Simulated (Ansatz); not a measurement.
**Single-point calculation, with input and output: WSi6 (part 2 of 2)**

WSi6 (slab, 7 atoms in the cell); DFT PBEsol, scalar-relativistic, plane waves, PAW, spin-polarised (Ansatz 0.2.0); cutoff 420 eV, 9×9×1 k-mesh, Gaussian smearing of 0.05 eV, collinear spins. The structure derives from a Materials Project entry. It belongs to a series of runs on one base structure; here: W lifted by +0.30 A from its best place.

**What the program printed, continued**
```
SCF iter   1: F=—  HF=-13980.165822 eV  |F-HF|=—  |Δ(HF+E_count)|=         —  Δρ=2.07e-7 (↑2.07e-7 ↓1.70e-7)  dr2=2.65e-9  dr2_m=3.42e-11  M=0.146 μB ∫|m|=1.610 μB  ethr=6.98e-12  p=0.042 e·Å  D=2.29e-2 V/Å  ΔV_dip=-0.60 eV  dr2_dipole=1.05e-9  V_vac-E_F(+/−)=4.27/4.87 eV  ⟨swp⟩=1.0  Hψ=4325  notcnv=0
efield: sawtooth ramp at fractional position 0.9578 (kept from the solve that this one continues, or follows in the run), width 0.0400; the density the first Hamiltonian is built on has a dipole p = 0.042 e·Å; the dipole correction subtracts the counter field D = 2.29e-2 V/Å, which shifts the + side's vacuum level by -0.60 eV against the − side's; the planar-averaged density in the ramp window peaks in size at 9.4e-7 e/Å³
preconditioner: auto → LDOS  [metal: Δε(μ)=0.043 eV  Ē_g=7.077 eV  σ=0.050 eV  W_gap=0.42  n_scr=20 (ndim 8)  ℏωp=11.2 eV  f_vac=0.532  D(μ)=3.86/eV (n_scr^D=12)]
spin=Collinear: LDOS preconditioning applied to the charge; magnetization (m = ρ↑ − ρ↓) channel mixes plain (no charge-response kernel on spin).
SCF iter   2: F=—  HF=-13980.440271 eV  |F-HF|=—  |Δ(HF+E_count)|=   2.74e-1  Δρ=9.55e-3 (↑9.55e-3 ↓2.88e-3)  dr2=1.36e1  dr2_m=4.24e-2  M=0.571 μB ∫|m|=1.112 μB  ethr=2.63e-6  p=-0.039 e·Å  D=-2.13e-2 V/Å  ΔV_dip=0.56 eV  dr2_dipole=7.58e0  V_vac-E_F(+/−)=4.83/4.27 eV  ⟨swp⟩=1.0  Hψ=4116  notcnv=0
SCF iter   3: F=—  HF=-13980.170334 eV  |F-HF|=—  |Δ(HF+E_count)|=   2.70e-1  Δρ=7.99e-4 (↑6.36e-4 ↓7.99e-4)  dr2=1.91e-1  dr2_m=4.60e-4  M=0.271 μB ∫|m|=1.809 μB  ethr=2.63e-6  p=0.045 e·Å  D=2.46e-2 V/Å  ΔV_dip=-0.64 eV  dr2_dipole=8.69e-2  V_vac-E_F(+/−)=4.35/4.99 eV  ⟨swp⟩=1.0  Hψ=2347  notcnv=0
SCF iter   4: F=—  HF=-13980.166324 eV  |F-HF|=—  |Δ(HF+E_count)|=   4.01e-3  Δρ=4.28e-4 (↑4.28e-4 ↓2.53e-4)  dr2=2.23e-2  dr2_m=4.15e-5  M=0.172 μB ∫|m|=1.619 μB  ethr=2.63e-6  p=0.042 e·Å  D=2.29e-2 V/Å  ΔV_dip=-0.60 eV  dr2_dipole=1.00e-2  V_vac-E_F(+/−)=4.26/4.85 eV  ⟨swp⟩=1.0  Hψ=1937  notcnv=0
an SCF along what the orbitals of the run's state read of its open shells (or to have them read: on a GPU, or by another smearing), with the run's symmetry operations kept, reached no lower state that the run goes on to. This is no proof of a minimum
WARN: The output density's exchange-correlation potential varies sharply where the density is thin. Do not read a vacuum level from v_tot or v_xc, or from such a field of the output density. On a cell that repeats whose density bears no net charge and no dipole along the vacuum's axis use v_es (v_loc + v_h of the components); under efield.dipole_correction with no amplitude use v_es + v_field, which holds any external_charges[].barrier, or the levels of the report's work_function block, which leave it out; under a non-zero efield.amplitude the vacuum is tilted and has no level; on a cell that repeats and bears such a dipole with no correction it is tilted too, and efield.dipole_correction with no amplitude gives each side of its ramp a level where efield: is served; in a cell that repeats whose density bears a net charge (total_charge, or a fill off its count) it is curved and has none; of a slab under crystal.periodic whose density bears no net charge use v_es, which has a level on each side, short of where the two are joined; of another it falls or rises all the way out and has none; of a slab beside external_charges read slab_vacuum_level instead, which it has where they leave it neutral. The grid or the basis barely resolves most such structure, and the values can differ between equally converged runs; as a rule a tighter scf.convergence.dr2_threshold does not remove it. Where the density itself ripples (under the LDA too) a higher basis.ecutwfc lessens it. The files hold the spikes' plane waves up to the density's cutoff. Files: v_tot_of_output_density and the like, and their columns of v_z.tsv (output.write_potential); v_xc_of_output_density and the like, and their columns of v_comp_z.tsv (output.write_potential_components). Measured: with its Gaussian average of σ = 0.25 Å subtracted twice, the exchange-correlation potential is over 0.1 eV at 69 of the grid points where the equally averaged density (valence and model cores) is under 1e-3 e/Å³, and 0.230 eV at the most among them, at an averaged density of 8.8e-9 e/Å³. The input density's (outcome.potential() and, of a run that writes arrays, v_tot and v_xc) is over 0.1 eV, so measured, at 11 points of its own thin density, 0.433 eV at the most. See output.write_potential in the manual, Limitations
SCF converged after 16 iterations
Magnetization: 0.1458 μB (19.0729 up, 18.9271 down)
Absolute magnetization: 1.6124 μB (∫|ρ↑−ρ↓|, with the PAW one-centre terms)
Spin contamination: 0.6722 ħ² per cell (⟨S²⟩ above its minimum at these occupations)
Per-site moments (μB) at R_I (Å): [(-0.1696545508913502, 0.9684117030006766), (-0.022310939200160113, 0.9684117030006766), (-0.040922179575122536, 0.9636467156920722), (-0.01555741252484948, 0.9636467156920722), (-0.015955156492170965, 0.9519986776602718), (0.01555788168112531, 0.9519986776602718), (0.42588256704918953, 0.9953323957947119)]
Free energy (F): -13980.165822 eV
Harris-Foulkes:  -13980.165822 eV  (|F-HF|=2.76e-9)
Internal energy: -13980.160998 eV  (E = F + TS)
E sigma→0 (E₀):  -13980.163410 eV
Entropy (-TS):   -0.004824 eV (-0.689 meV/atom)
Fermi energy:    0.674749 eV
Dipole field:    D = 0.022948 V/Å  (p = 0.041970 e·Å, saw-weighted, corrected)
Work function:   Φ+ = 4.2680 eV   Φ− = 4.8674 eV
Levels:          The Fermi level and band energies are counted from a zero that moves with the ramp; work functions are not
--- Per-component energies (eV) ---
  E_band       = -492.788037
  E_kinetic    = 695.081667
  E_local      = -18534.737147  (includes V_loc(G=0)·N_el)
  E_nonlocal   = 162.827638
  E_hartree    = 8922.646492
  E_xc         = -591.589839
  E_vxc        = -517.332766  (∫ρ·V_xc dr)
  E_paw        = -11430.459534  (= ΣΔE_a)
  E_vpaw       = -142.893715  (= ΣTr[D̂ρ^β])
  E_aug_tail   = -0.000020  (compensation charges beyond the density's cutoff)
  E_efield     = 0.000482  (sawtooth field / dipole correction)
  E_vefield    = -1.030601  (∫n·V_field dr)
  E_ewald      = 6795.658108
  E_core_change = 0.411156  (= ΣΔE_core)
  E_smearing   = -0.004824  (= −TS)
  E_closure    = 0.000000  (closes the sum)
  Σ components = -13980.165822   (vs F -13980.165822, Δ=0.00e0)
--- Forces (eV/Å), atoms counted from 1 ---
  atom   1  Si    -0.00000000    -0.00000000     0.46191201
  atom   2  Si     0.00000000     0.00000000    -0.70253179
  atom   3  Si     0.00000000     0.00000000     0.21665553
  atom   4  Si     0.00000000    -0.00000000     0.52769581
  atom   5  Si     0.00000000    -0.00000000     0.08020356
  atom   6  Si     0.00000000    -0.00000000     0.93106342
  atom   7  W     -0.00000000     0.00000000    -1.51502245
  max |Σ_I F_I| component: 2.39e-5 eV/Å
--- Stress (GPa, compression-positive) ---
        0.746926      -0.000000      -0.000000
        0.000000       0.746926      -0.000000
       -0.000000      -0.000000      -1.380311
  P = ⅓ Tr σ = 0.0378 GPa (0.378 kbar)
--- Band table (eV; the first three rows and the last of 24) ---
  k-point 0 ↑: bands = ["-73.2532", "-37.7137", "-37.5383", "-37.5383", "-11.9893", "-10.7916", "-9.5398", "-6.1110", "-3.9951", "-3.3924", "-3.3924", "-1.3989", "-1.0851", "-1.0851", "-0.3866", "-0.3866", "-0.2334", "0.6101", "0.6101", "1.1488", "1.4577", "2.1604", "2.1604", "2.5443", "3.4113", "3.4113", "3.7768", "4.1710"]
  k-point 1 ↑: bands = ["-73.2531", "-37.7130", "-37.5439", "-37.5397", "-11.8350", "-10.6446", "-9.3924", "-5.9976", "-4.0578", "-3.8328", "-3.4232", "-1.6005", "-1.4318", "-1.2152", "-1.0510", "-0.6337", "-0.2910", "0.0852", "0.3532", "1.0254", "1.8092", "2.2641", "2.4815", "2.9339", "3.6753", "3.8571", "3.8867", "4.1722"]
  k-point 2 ↑: bands = ["-73.2528", "-37.7111", "-37.5580", "-37.5432", "-11.3844", "-10.2122", "-8.9586", "-5.9316", "-4.9927", "-3.8941", "-3.5353", "-2.7696", "-2.3277", "-1.7276", "-1.1985", "-1.0314", "-0.7271", "-0.1446", "0.3104", "0.9225", "1.6817", "2.3947", "2.4182", "2.9481", "3.5933", "4.4715", "4.6207", "4.8078"]
  k-point 11 ↓: bands = ["-73.0033", "-37.3162", "-37.3125", "-37.2104", "-8.9266", "-8.5163", "-8.0387", "-7.1612", "-6.5095", "-6.0822", "-5.3963", "-3.9991", "-2.9592", "-2.7944", "-2.5315", "-1.6841", "-0.7894", "0.2038", "0.2758", "0.8551", "2.2127", "2.3047", "3.0708", "3.2893", "3.3758", "4.1445", "5.4230", "6.1678"]
--- Löwdin populations: 7 sites ---
  site symbol       q [e]    m [muB]
     0     Si      3.9514    -0.5553
     1     Si      3.9829     0.0040
     2     Si      3.9555    -0.0981
     3     Si      3.9551    -0.0328
     4     Si      3.8195    -0.0338
     5     Si      4.0135     0.0398
     6      W     13.8629     0.8139
  spilling = 0.012081 (of n_electrons = 38.000000)
```

**File populations.tsv**
```
# site	symbol	l	j	q_up	q_dn
# orbitals = lowdin
# n_electrons = 38.000000
# spilling = 0.012081
0	Si	0_3S	-	0.636891	0.704902
0	Si	1_3P	-	1.061185	1.548450
1	Si	0_3S	-	0.597506	0.595776
1	Si	1_3P	-	1.395950	1.393710
2	Si	0_3S	-	0.596909	0.611458
2	Si	1_3P	-	1.331815	1.415354
3	Si	0_3S	-	0.598318	0.604222
3	Si	1_3P	-	1.362846	1.389727
4	Si	0_3S	-	0.554587	0.567684
4	Si	1_3P	-	1.338232	1.358982
5	Si	0_3S	-	0.552675	0.545600
5	Si	1_3P	-	1.473959	1.441269
6	W	0_5S	-	0.979385	0.979542
6	W	0_6S	-	0.383287	0.290104
6	W	1_5P	-	2.985436	2.985526
6	W	2_5D	-	2.990303	2.269339
```

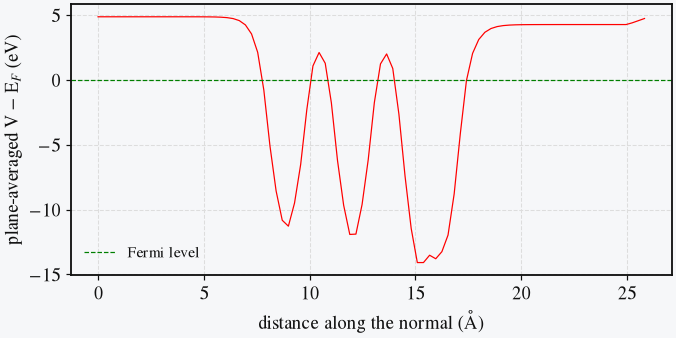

*Plane average of the electrostatic potential energy of an electron across the cell, from the Fermi level.*

The vacuum level lies 4.27 eV above the Fermi level on the upper side and 4.87 eV on the lower.

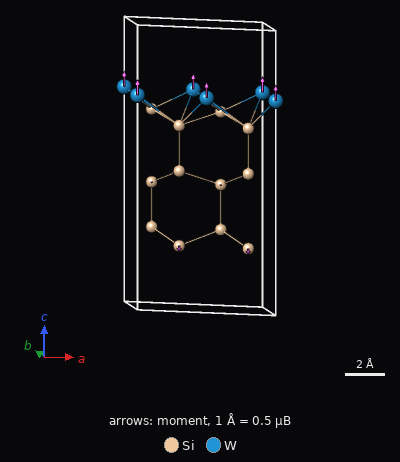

*Magnetic moments of the sites as pink arrows (ball-and-stick view of the 2 × 1 repeat of the cell, with the vacuum cut short, seen slightly off an axis); small moments hardly show. The run is collinear, so the axis drawn is arbitrary.*

Site moments: W7 (0.43 μB); Si1 (−0.17 μB). They are counted near the atoms and needn't add up to the moment of the cell. Atoms are counted from 1 in the order of the input.

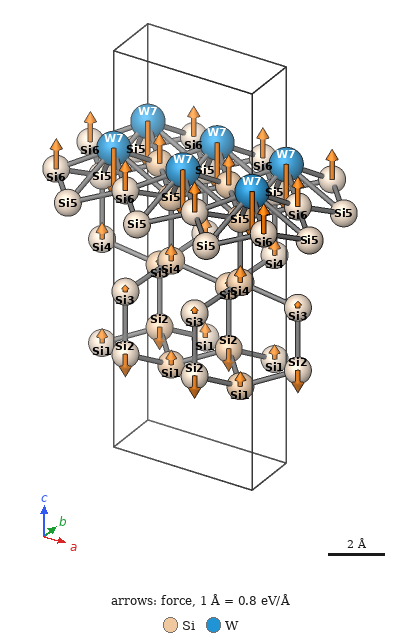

*Forces on the atoms as orange arrows (ball-and-stick view of the 2 × 1 repeat of the cell, with the vacuum cut short, seen slightly off an axis; neighbours outside the cell are drawn fainter; atoms are numbered from 1 in the order of the input); the smallest are left out.*

The largest act on W7 (1.52 eV/Å); Si6 (0.93 eV/Å); Si2 (0.70 eV/Å); Si4 (0.53 eV/Å), among others. The geometry is not a stationary point of this energy.

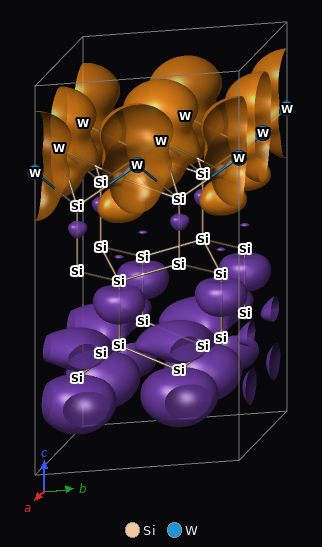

*Isosurfaces of the magnetisation density (up minus down) at +0.01 (orange) and −0.01 e/Å³ (purple), seen slightly off an axis. Sticks mark near contacts.*

The spin density sits on W: +0.4 μB in one cell of 7 atoms: a single local moment. The cell of the calculation (7 atoms) carries 0.1 μB net. The fields are those of the smooth PAW valence density.

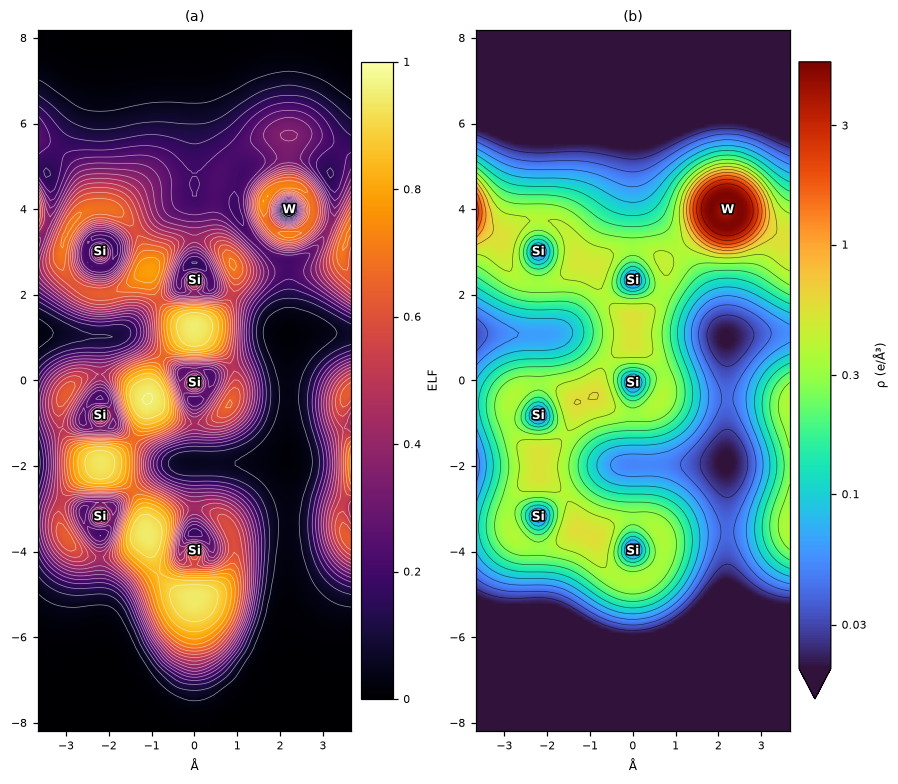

*(a) ELF; (b) valence electron density on the (110) plane of the calculation cell, a cut from vacuum to vacuum.*

Atoms in the plane: Si and W. Si–Si (2.31 Å): the density is about 0.5 e/Å³ at the midpoint, a local maximum along the line; the ELF peaks at about 0.80 between the atoms (a covalent bond). Si–Si (2.37 Å): ρ is about 0.53 e/Å³ halfway, a local maximum along the line; the ELF peaks at about 0.95 between the atoms, which marks a covalent bond. Si–W (2.75 Å): ρ is about 0.37 e/Å³ halfway; the ELF is about 0.45 at the midpoint. The density dies away to nearly zero in the vacuum. The strong features right at W lie inside the PAW spheres (semicore, d or f shells) and say nothing about bonding.

This output came from the following input.

**Input file**
```yaml
crystal:
  lattice:
    - [3.8248883545, 0.0, 0.0]
    - [-1.9124441773, 3.3124504817, 0.0]
    - [0.0, 0.0, 26.1211317213]
  atoms:
    - { symbol: Si, position: [0.6666666667, 0.3333333333, 0.325407034] }
    - { symbol: Si, position: [0.3333333333, 0.6666666667, 0.3559122531] }
    - { symbol: Si, position: [0.3333333333, 0.6666666667, 0.44646421] }
    - { symbol: Si, position: [0.6666666667, 0.3333333333, 0.4756407863] }
    - { symbol: Si, position: [0.6666666667, 0.3333333333, 0.5672640819] }
    - { symbol: Si, position: [0.3333333333, 0.6666666667, 0.592936641] }
    - { symbol: W, position: [1.0, 1.0, 0.63016448], spin: 4.0 }
basis:
  ecutwfc: 420
kpoints:
  mp_grid: { grid: [9, 9, 1] }
hamiltonian:
  xc: pbesol
scf:
  occupations: { method: gaussian, width: 0.05 }
output:
  forces: true
  stress: true
  eigenvalues: true
  populations: true
  write_density: true
  write_potential: true
  elf: true
  volumetric_format: npy
magnetization:
  spin_polarized: true
efield:
  axis: 3
  dipole_correction: true
  ramp_width: 0.04
```

Run as:
```bash
ansatz run input.yaml --threads 1 --pin off --max-ram 2560MiB --backend cpu --events-out ev --progress --plain --runs-dir out
```

**Results in brief**

```tsv
quantity	value
outcome	converged
electrons treated	38
free energy	−13980.1658 eV
work function, top face	4.27 eV
work function, bottom face	4.87 eV
Fermi energy	0.675 eV
gap on the k-point mesh	none (metallic)
net moment of the cell	0.15 μB
integrated absolute moment	1.61 μB
work function (upper face)	4.27 eV
largest force (length of the vector)	1.515 eV/Å
hardware	1 thread of Arm Neoverse V2, 24 GiB of memory available, shared host
wall time	89 s
peak memory	0.8 GiB
```

**Remarks**

Warnings of the run: the exchange-correlation potential is rough where the density is thin. Spin–orbit coupling is left out, which matters for W.
